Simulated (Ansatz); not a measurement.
# Single-point calculation of InP

System: InP (F-43m, 2 atoms in the cell).
Method: DFT PBE, scalar-relativistic, plane waves, PAW, no spin polarisation (Ansatz 0.2.0).

The structure derives from an entry of the Crystallography Open Database. It belongs to a series of runs on one base structure; here: band edges and mean potential of the bulk. Figures and captions count atoms from 1; the log counts them from 0 in places.

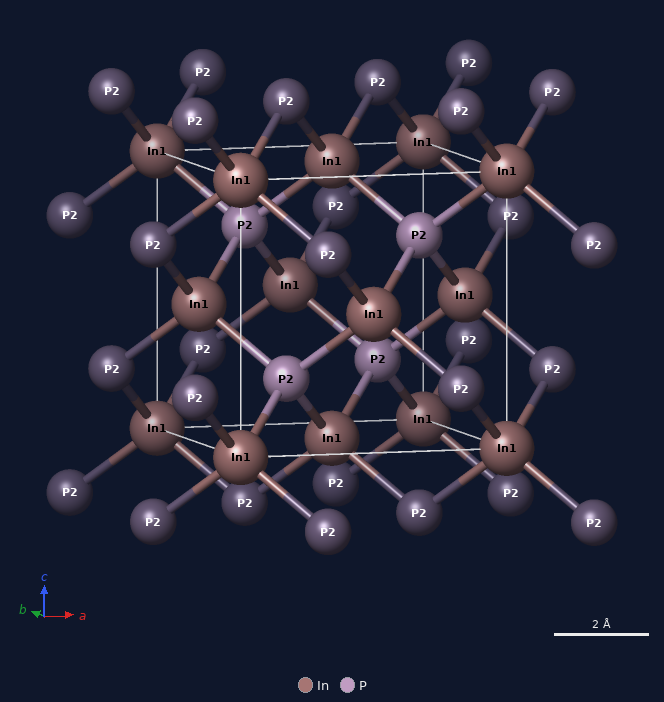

**Figure 1.** The structure as given in the input (ball-and-stick view of the cell 4 times as large as that of the calculation, set on its symmetry axes, seen slightly off an axis; neighbours outside the cell are drawn fainter; atoms are numbered from 1 in the order of the input). An atom can appear more than once, as a periodic image. Near neighbours in the periodic cell (some may lie outside the picture): In has 4 P at 2.58 Å; P has 4 In at 2.58 Å.

### Input
```yaml
crystal:
  lattice:
    - [0.0, 2.9800342058, 2.9800342058]
    - [2.9800342058, 0.0, 2.9800342058]
    - [2.9800342058, 2.9800342058, 0.0]
  atoms:
    - { symbol: In, position: [0.0, 0.0, 0.0] }
    - { symbol: P, position: [0.75, 0.75, 0.75] }
basis:
  ecutwfc: 420
kpoints:
  mp_grid: { grid: [10, 10, 10] }
  band_path: { path: [VBM, CBM], npoints: 2 }
hamiltonian:
  xc: pbe
scf:
  occupations: { method: gaussian, width: 0.02 }
output:
  forces: true
  stress: true
  eigenvalues: true
```

Launched with:
```bash
ansatz run input.yaml --threads 8 --pin off --max-ram 20480MiB --backend cpu --events-out ev --progress --plain --runs-dir out
```

### The program's output
```
Engine: ansatz 0.2.0, aarch64-unknown-linux-gnu
Pseudopotentials: kind: paw
Pseudopotential: In, paw, valence charge 13, recommended cutoff 420 eV (normal), In.paw.azcp
Pseudopotential: P, paw, valence charge 5, recommended cutoff 420 eV (normal), P.paw.azcp
Functional definition: PBE
  parameter kappa = 0.804
  parameter beta = 0.06672455060314922
  exchange = pbe_x(kappa = kappa, mu = beta*pi^2/3)
  correlation = pbe_c(beta = beta)
Crystal: 2 atoms, lattice volume = 52.929 Å³
Basis set: ecut = 420 eV, 1037 PW (Γ), exchange–correlation on 60×60×60 points (8 copies of the dense FFT grid, shifted against one another)
Bands: 13, of which v1, the nominal top of the filled ones, is band 9 counted from 1 (8 counted from 0)
Symmetry: 24 space group operations
Space group: F-43m (ITA 216), of the structure as read, at distance tolerance 3.8e-5 Å
k-points: 47 of 1000 (time reversal used)
Non-local potential: In, projectors of the file, l = 0: 2, l = 1: 2, l = 2: 2, l = 3: 2
Non-local potential: P, projectors of the file, l = 0: 2, l = 1: 2, l = 2: 2
PAW form: soft (Blöchl's): semilocal exchange-correlation on the pseudo side does not see the compensation charge
PAW one-centre angular grid: In, 590 points (default); XC on 64 Gauss nodes
PAW one-centre angular grid: P, 110 points (default); XC on 64 Gauss nodes
Initial density: superposition of atomic densities (neutral atoms: chi_scale 0, normalization atom), corrected by the library's trained network
Initial wavefunctions: pseudopotential atomic-orbital guess
Functional: x = pbe(κ = 0.804, μ = 0.2195149727645171), c = pbe(β = 0.06672455060314922)
SCF iter   1: F=—  HF=-6354.010580 eV  |F-HF|=—  |Δ(HF+E_count)|=         —  Δρ=1.96e-3  dr2=4.54e-3  ethr=1.77e-3  ⟨swp⟩=6.7  Hψ=4202  notcnv=0
preconditioner: auto → none  [insulator: Δε(μ)=0.426 eV  Ē_g=14.544 eV  σ=0.020 eV  W_gap=1.00  n_scr=14 (ndim 8)  ℏωp=21.7 eV  f_vac=0.030  D(μ)=0.00/eV (n_scr^D=0)  ε∞_Penn≈3.2]
SCF iter   2: F=—  HF=-6354.008444 eV  |F-HF|=—  |Δ(HF+E_count)|=   2.14e-3  Δρ=1.14e-3  dr2=7.22e-4  ethr=2.52e-5  ⟨swp⟩=3.0  Hψ=1747  notcnv=0
SCF iter   3: F=—  HF=-6354.008277 eV  |F-HF|=—  |Δ(HF+E_count)|=   1.67e-4  Δρ=3.45e-4  dr2=7.02e-5  ethr=4.01e-6  ⟨swp⟩=2.1  Hψ=1074  notcnv=0
SCF iter   4: F=—  HF=-6354.008336 eV  |F-HF|=—  |Δ(HF+E_count)|=   5.95e-5  Δρ=1.02e-4  dr2=4.67e-6  ethr=3.90e-7  ⟨swp⟩=3.0  Hψ=1213  notcnv=0
SCF iter   5: F=—  HF=-6354.008342 eV  |F-HF|=—  |Δ(HF+E_count)|=   5.42e-6  Δρ=7.27e-5  dr2=2.36e-6  ethr=2.59e-8  ⟨swp⟩=2.0  Hψ=1035  notcnv=0
SCF iter   6: F=-6354.008341 eV  HF=-6354.008341 eV  |F-HF|=6.47e-9  |Δ(HF+E_count)|=   6.64e-7  Δρ=7.88e-6  dr2=2.53e-8  ethr=5.56e-10  ⟨swp⟩=5.0  Hψ=3436  notcnv=0
SCF 1 converged in 6 iterations: F = -6354.008341 eV  dr2 = 2.53e-8
  greatest PAW one-centre occupation: 0.981 electrons in one spin orbital (limit 2), on the In atom at site 0 (counted from 0), in its partial waves of l = 2
```

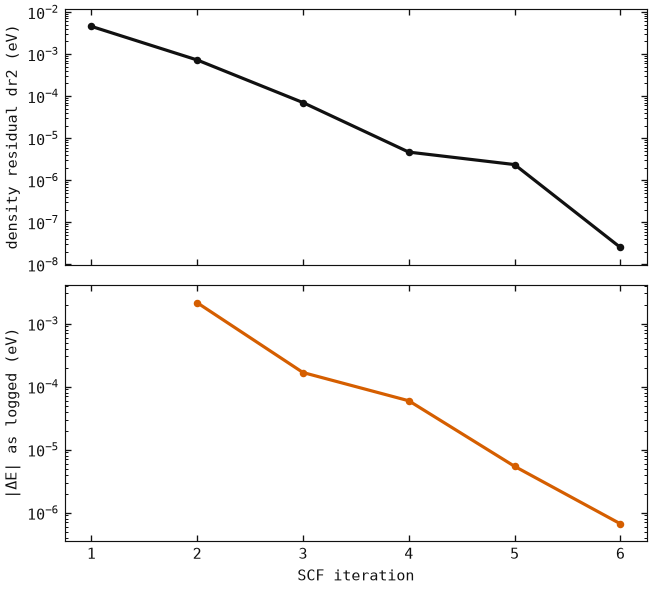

**Figure 2.** Convergence of the self-consistent field: density residual dr2 and size of the energy change against the SCF iteration. The residual falls at every step.

```
NSCF: frozen V_eff on 16 k-points
NSCF: frozen V_eff on 16 k-points
NSCF: frozen V_eff on 14 k-points
NSCF: frozen V_eff on 2 k-points
NSCF: frozen V_eff on 2 k-points
NSCF: frozen V_eff on 2 k-points
NSCF: frozen V_eff on 2 k-points
NSCF: frozen V_eff on 2 k-points
NSCF: frozen V_eff on 2 k-points
NSCF: frozen V_eff on 3 k-points
SCF converged after 6 iterations
Free energy (F): -6354.008341 eV
Harris-Foulkes:  -6354.008341 eV  (|F-HF|=6.47e-9)
Internal energy: -6354.008341 eV  (E = F + TS)
E sigma→0 (E₀):  -6354.008341 eV
Fermi energy:    6.595015 eV
--- Per-component energies (eV) ---
  E_band       = -61.239789
  E_kinetic    = 312.184753
  E_local      = -1428.462604  (includes V_loc(G=0)·N_el)
  E_nonlocal   = 401.286031
  E_hartree    = 562.524850
  E_xc         = -275.996929
  E_vxc        = -159.058114  (∫ρ·V_xc dr)
  E_paw        = -4725.126828  (= ΣΔE_a)
  E_vpaw       = -312.244358  (= ΣTr[D̂ρ^β])
  E_aug_tail   = 0.000028  (compensation charges beyond the density's cutoff)
  E_ewald      = -1200.417642
  E_smearing   = -0.000000  (= −TS)
  E_closure    = 0.000000  (closes the sum)
  Σ components = -6354.008341   (vs F -6354.008341, Δ=0.00e0)
--- Forces (eV/Å), atoms counted from 1 ---
  atom   1  In    -0.00000000     0.00000000    -0.00000000
  atom   2  P      0.00000000    -0.00000000     0.00000000
  max |Σ_I F_I| component: 9.25e-17 eV/Å
--- Stress (GPa, compression-positive) ---
       -0.019729       0.000000      -0.000000
        0.000000      -0.019729       0.000000
        0.000000       0.000000      -0.019729
  P = ⅓ Tr σ = -0.0197 GPa (-0.197 kbar)
--- Band table (eV; the first three rows and the last of 47) ---
  k-point 0: bands = ["-7.7199", "-7.7199", "-7.7199", "-7.5913", "-7.5913", "-4.8103", "6.3741", "6.3741", "6.3741", "6.8150", "10.4613", "10.4613", "10.4613"]
  k-point 1: bands = ["-7.7298", "-7.7158", "-7.7158", "-7.5913", "-7.5913", "-4.7044", "5.1871", "6.2605", "6.2605", "7.6699", "10.5048", "10.6361", "10.6361"]
  k-point 2: bands = ["-7.7550", "-7.7058", "-7.7058", "-7.5903", "-7.5903", "-4.4006", "3.7303", "6.0008", "6.0008", "8.0459", "10.9913", "10.9913", "11.0535"]
  k-point 46: bands = ["-7.8497", "-7.6655", "-7.6385", "-7.6108", "-7.5761", "-2.5928", "0.9620", "3.6794", "3.7271", "10.1641", "10.2598", "12.3883", "12.9059"]
```

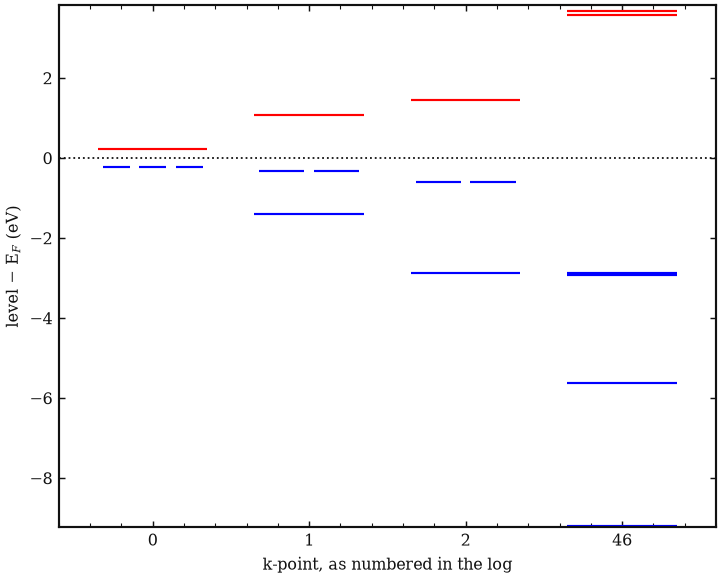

**Figure 3.** Kohn–Sham levels near the Fermi level (dotted) at the few k-points that the log prints; levels within 0.02 eV of each other stand side by side. Among these points the highest filled and lowest empty levels are 0.44 eV apart, which is the gap on the mesh.

### Results in brief

```tsv
quantity	value
outcome	converged
space group (tolerance 0.01 Å)	F-43m (216)
electrons treated	18
free energy	−6354.0083 eV
Fermi energy	6.595 eV
gap on the k-point mesh	0.44 eV
gap on the band path	0.44 eV
pressure	−0.02 GPa
largest force (length of the vector)	under 0.001 eV/Å
hardware	8 threads of Arm Neoverse V1, 24 GiB of memory available, shared host
wall time	1.3 s (CPU time 7 s)
peak memory	0.39 GiB
```
